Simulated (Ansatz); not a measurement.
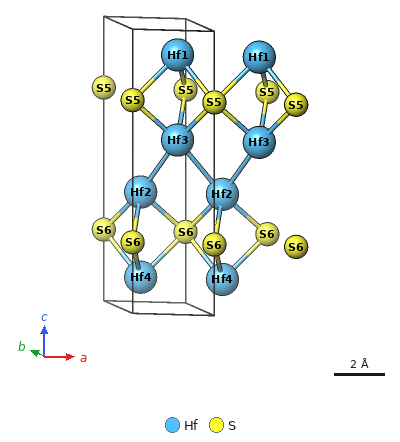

**Figure 1.** The structure as given in the input (ball-and-stick view of the cell of the calculation, repeated 2 × 1 × 1, seen slightly off an axis; atoms are numbered from 1 in the order of the input). An atom can appear more than once, as a periodic image. Near neighbours in the periodic cell (some may lie outside the picture): Hf has 3 Hf at 3.05 Å and 3 S at 2.62 Å; S has 6 Hf at 2.62 Å.

# Hf$_{2}$S: a changed input and its effect

System: Hf$_{2}$S (P6₃/mmc, 6 atoms in the cell).
Method of the first run: DFT r2SCAN, scalar-relativistic, plane waves, PAW, no spin polarisation (Ansatz 0.2.0).

The structure derives from a Materials Project entry. Text and figures count atoms from 1; the logs count them from 0 in places.

## The input, the first run
```yaml
crystal:
  lattice:
    - [3.3742737662, 0.0, 0.0]
    - [-1.6871368831, 2.9222068008, 0.0]
    - [0.0, 0.0, 11.71740703]
  atoms:
    - { symbol: Hf, position: [0.66666667, 0.33333333, 0.89981164] }
    - { symbol: Hf, position: [0.33333333, 0.66666667, 0.39981164] }
    - { symbol: Hf, position: [0.66666667, 0.33333333, 0.60018836] }
    - { symbol: Hf, position: [0.33333333, 0.66666667, 0.10018836] }
    - { symbol: S, position: [0.0, 0.0, 0.75] }
    - { symbol: S, position: [0.0, 0.0, 0.25] }
basis:
  ecutwfc: 500
kpoints:
  mp_grid: { grid: [12, 12, 4] }
hamiltonian:
  xc: r2scan
scf:
  occupations: { method: gaussian, width: 0.1 }
output:
  forces: true
  stress: true
  eigenvalues: true
  populations: true
  write_density: true
  write_potential: true
  elf: true
  volumetric_format: npy
```

Launched with:
```bash
ansatz run input.yaml --threads 1 --pin off --max-ram 2560MiB --backend cpu --events-out ev --progress --plain --runs-dir out
```

Hardware: 1 thread of Arm Neoverse V1, 24 GiB of memory available, shared host.

## Output, shortened to warnings, some set-up lines, iterations and results (the first run)
```
Basis set: ecut = 500 eV, 2923 PW (Γ), exchange–correlation on 100×100×360 points (64 copies of the dense FFT grid, shifted against one another)
Symmetry: 24 space group operations
k-points: 57 of 576
Initial density: superposition of atomic densities (neutral atoms: chi_scale 0, normalization atom), corrected by the library's trained network
[...]
SCF iter   1: F=—  HF=-64750.810095 eV  |F-HF|=—  |Δ(HF+E_count)|=         —  Δρ=9.13e-3  dr2=1.14e-1  dr2_τ=1.14e-1  ethr=1.77e-3  ⟨swp⟩=5.1  Hψ=12950  notcnv=0  defer=12
SCF iter   2: F=—  HF=-64750.899991 eV  |F-HF|=—  |Δ(HF+E_count)|=   8.99e-2  Δρ=5.39e-3  dr2=5.03e-2  dr2_τ=4.28e-3  ethr=9.80e-5  ⟨swp⟩=2.0  Hψ=8307  notcnv=0  defer=300
SCF iter   3: F=—  HF=-64750.898527 eV  |F-HF|=—  |Δ(HF+E_count)|=   1.46e-3  Δρ=4.09e-3  dr2=3.42e-2  dr2_τ=7.08e-4  ethr=4.33e-5  ⟨swp⟩=2.0  Hψ=5286  notcnv=0  defer=300
SCF iter   4: F=—  HF=-64750.899365 eV  |F-HF|=—  |Δ(HF+E_count)|=   8.37e-4  Δρ=9.65e-4  dr2=4.70e-3  dr2_τ=9.06e-5  ethr=2.94e-5  ⟨swp⟩=2.0  Hψ=6084  notcnv=0  defer=300
SCF iter   5: F=—  HF=-64750.898967 eV  |F-HF|=—  |Δ(HF+E_count)|=   3.98e-4  Δρ=3.62e-4  dr2=6.74e-4  dr2_τ=7.38e-6  ethr=4.05e-6  ⟨swp⟩=2.0  Hψ=4351  notcnv=0  defer=300
SCF iter   6: F=—  HF=-64750.898906 eV  |F-HF|=—  |Δ(HF+E_count)|=   6.01e-5  Δρ=9.85e-5  dr2=1.88e-5  dr2_τ=3.57e-7  ethr=5.81e-7  ⟨swp⟩=2.0  Hψ=6085  notcnv=0  defer=300
SCF iter   7: F=—  HF=-64750.898912 eV  |F-HF|=—  |Δ(HF+E_count)|=   5.80e-6  Δρ=2.91e-5  dr2=1.20e-6  dr2_τ=2.76e-8  ethr=1.62e-8  ⟨swp⟩=2.0  Hψ=6691  notcnv=0  defer=300
SCF iter   8: F=-64750.898913 eV  HF=-64750.898913 eV  |F-HF|=1.19e-8  |Δ(HF+E_count)|=   7.66e-7  Δρ=8.23e-6  dr2=9.91e-8  dr2_τ=3.81e-9  ethr=8.62e-11  ⟨swp⟩=11.5  Hψ=31728 …
SCF 1 converged in 8 iterations: F = -64750.898913 eV  dr2 = 9.91e-8
SCF converged after 8 iterations
Free energy (F): -64750.898913 eV
Harris-Foulkes:  -64750.898913 eV  (|F-HF|=1.19e-8)
Internal energy: -64750.885515 eV  (E = F + TS)
E sigma→0 (E₀):  -64750.892214 eV
Entropy (-TS):   -0.013398 eV (-2.233 meV/atom)
Fermi energy:    18.593603 eV
--- Per-component energies (eV) ---
  E_band       = 10.093061
  E_kinetic    = 1913.576098
  E_local      = -22269.401295  (includes V_loc(G=0)·N_el)
  E_nonlocal   = -4939.497014
  E_hartree    = 10463.119651
  E_xc         = -1319.758670
  E_vxc        = -1365.128329  (∫ρ·V_xc dr)
  E_paw        = -29025.770446  (= ΣΔE_a)
  E_vpaw       = 5678.322395  (= ΣTr[D̂ρ^β])
  E_aug_tail   = -0.000002  (compensation charges beyond the density's cutoff)
  E_vtau       = 65.961018  (kinetic-family band-sum trace: ∫τ·v_τ [+ j·A + Jᵃ·Aᵃ] dr)
  E_ewald      = -19574.220391
  E_core_change = 1.066554  (= ΣΔE_core)
  E_smearing   = -0.013398  (= −TS)
  E_closure    = -0.000000  (closes the sum)
  Σ components = -64750.898913   (vs F -64750.898913, Δ=0.00e0)
--- Forces (eV/Å), atoms counted from 1 ---
  atom   1  Hf     0.00000000    -0.00000000    -0.01530620
  atom   2  Hf     0.00000000     0.00000000    -0.01530620
  atom   3  Hf    -0.00000000    -0.00000000     0.01530620
  atom   4  Hf    -0.00000000     0.00000000     0.01530620
  atom   5  S     -0.00000000     0.00000000     0.00000000
  atom   6  S      0.00000000     0.00000000     0.00000000
  max |Σ_I F_I| component: 1.85e-17 eV/Å
--- Stress (GPa, compression-positive) ---
        0.836788      -0.000000       0.000000
        0.000000       0.836788      -0.000000
        0.000000      -0.000000       0.999447
  P = ⅓ Tr σ = 0.8910 GPa (8.910 kbar)
--- Löwdin populations: 6 sites ---
  site symbol       q [e]
     0     Hf     25.7681
     1     Hf     25.7681
     2     Hf     25.7681
     3     Hf     25.7681
     4      S      6.2034
     5      S      6.2034
  spilling = 0.004491 (of n_electrons = 116.000000)
```

For the second run the input was changed thus:
```diff
-  mp_grid: { grid: [12, 12, 4] }
+  mp_grid: { grid: [6, 6, 2] }
-  populations: true
-  write_density: true
-  write_potential: true
-  elf: true
-  volumetric_format: npy
```

Predict how the results change.

The free energy of the second run is 3.0 meV per atom lower, which measures how much it depends on this numerical setting. The largest force goes from 0.015 to 0.043 eV/Å. The number of SCF iterations is the same. The irreducible k-points go from 57 to 14. On the same kind of shared host the second run took about 0.22 times as long.

## Output, shortened to warnings, some set-up lines, iterations and results (the second run)
```
Basis set: ecut = 500 eV, 2923 PW (Γ), exchange–correlation on 100×100×360 points (64 copies of the dense FFT grid, shifted against one another)
Symmetry: 24 space group operations
k-points: 14 of 72
Initial density: superposition of atomic densities (neutral atoms: chi_scale 0, normalization atom), corrected by the library's trained network
[...]
SCF iter   1: F=—  HF=-64750.826898 eV  |F-HF|=—  |Δ(HF+E_count)|=         —  Δρ=9.20e-3  dr2=1.13e-1  dr2_τ=1.14e-1  ethr=1.77e-3  ⟨swp⟩=5.0  Hψ=3166  notcnv=0  defer=4
SCF iter   2: F=—  HF=-64750.914487 eV  |F-HF|=—  |Δ(HF+E_count)|=   8.76e-2  Δρ=5.23e-3  dr2=3.27e-2  dr2_τ=4.69e-3  ethr=9.77e-5  ⟨swp⟩=2.0  Hψ=2036  notcnv=0  defer=78
SCF iter   3: F=—  HF=-64750.913369 eV  |F-HF|=—  |Δ(HF+E_count)|=   1.12e-3  Δρ=3.64e-3  dr2=1.62e-2  dr2_τ=6.25e-4  ethr=2.82e-5  ⟨swp⟩=2.0  Hψ=1304  notcnv=0  defer=64
SCF iter   4: F=—  HF=-64750.916469 eV  |F-HF|=—  |Δ(HF+E_count)|=   3.10e-3  Δρ=8.23e-4  dr2=1.38e-3  dr2_τ=8.81e-5  ethr=1.39e-5  ⟨swp⟩=2.0  Hψ=1488  notcnv=0  defer=64
SCF iter   5: F=—  HF=-64750.916673 eV  |F-HF|=—  |Δ(HF+E_count)|=   2.03e-4  Δρ=2.30e-4  dr2=8.90e-5  dr2_τ=1.39e-6  ethr=1.19e-6  ⟨swp⟩=2.0  Hψ=1484  notcnv=0  defer=64
SCF iter   6: F=—  HF=-64750.916709 eV  |F-HF|=—  |Δ(HF+E_count)|=   3.66e-5  Δρ=6.89e-5  dr2=7.48e-6  dr2_τ=4.82e-7  ethr=7.67e-8  ⟨swp⟩=2.0  Hψ=1491  notcnv=0  defer=64
SCF iter   7: F=—  HF=-64750.916713 eV  |F-HF|=—  |Δ(HF+E_count)|=   3.51e-6  Δρ=1.42e-5  dr2=2.55e-7  dr2_τ=2.96e-8  ethr=6.45e-9  ⟨swp⟩=2.0  Hψ=1500  notcnv=0  defer=64
SCF iter   8: F=-64750.916713 eV  HF=-64750.916713 eV  |F-HF|=4.53e-9  |Δ(HF+E_count)|=   2.51e-7  Δρ=3.48e-6  dr2=1.32e-8  dr2_τ=2.82e-10  ethr=8.62e-11  ⟨swp⟩=8.4  Hψ=4197  …
SCF 1 converged in 8 iterations: F = -64750.916713 eV  dr2 = 1.32e-8
SCF converged after 8 iterations
Free energy (F): -64750.916713 eV
Harris-Foulkes:  -64750.916713 eV  (|F-HF|=4.53e-9)
Internal energy: -64750.903052 eV  (E = F + TS)
E sigma→0 (E₀):  -64750.909883 eV
Entropy (-TS):   -0.013661 eV (-2.277 meV/atom)
Fermi energy:    18.473222 eV
--- Per-component energies (eV) ---
  E_band       = 10.034713
  E_kinetic    = 1913.540493
  E_local      = -22269.365067  (includes V_loc(G=0)·N_el)
  E_nonlocal   = -4939.513837
  E_hartree    = 10463.085716
  E_xc         = -1319.751065
  E_vxc        = -1365.121700  (∫ρ·V_xc dr)
  E_paw        = -29025.745453  (= ΣΔE_a)
  E_vpaw       = 5678.363085  (= ΣTr[D̂ρ^β])
  E_aug_tail   = -0.000002  (compensation charges beyond the density's cutoff)
  E_vtau       = 65.962865  (kinetic-family band-sum trace: ∫τ·v_τ [+ j·A + Jᵃ·Aᵃ] dr)
  E_ewald      = -19574.220391
  E_core_change = 1.066554  (= ΣΔE_core)
  E_smearing   = -0.013661  (= −TS)
  E_closure    = -0.000000  (closes the sum)
  Σ components = -64750.916713   (vs F -64750.916713, Δ=0.00e0)
--- Forces (eV/Å), atoms counted from 1 ---
  atom   1  Hf     0.00000000    -0.00000000    -0.04314973
  atom   2  Hf     0.00000000     0.00000000    -0.04314973
  atom   3  Hf     0.00000000    -0.00000000     0.04314973
  atom   4  Hf    -0.00000000     0.00000000     0.04314973
  atom   5  S     -0.00000000     0.00000000     0.00000000
  atom   6  S      0.00000000    -0.00000000     0.00000000
  max |Σ_I F_I| component: 6.94e-18 eV/Å
--- Stress (GPa, compression-positive) ---
        0.872704       0.000000      -0.000000
        0.000000       0.872704       0.000000
       -0.000000       0.000000       0.723883
  P = ⅓ Tr σ = 0.8231 GPa (8.231 kbar)
```

## The two runs side by side

| quantity | the first run | the second run |
| --- | --- | --- |
| outcome | converged | converged |
| free energy per atom (eV) | −10791.8165 | −10791.8195 |
| energy per atom, smearing taken to zero (eV) | −10791.8154 | −10791.8183 |
| gap on the mesh (eV) | 0.00 | 0.00 |
| pressure (GPa) | 0.89 | 0.82 |
| largest force (eV/Å) | 0.015 | 0.043 |
| SCF iterations | 8 | 8 |
| irreducible k-points | 57 | 14 |
| plane waves at Γ | 2923 | 2923 |
| wall time (shared host) | 83 s | 18 s |

For both runs: Spin–orbit coupling is left out, which matters for Hf.
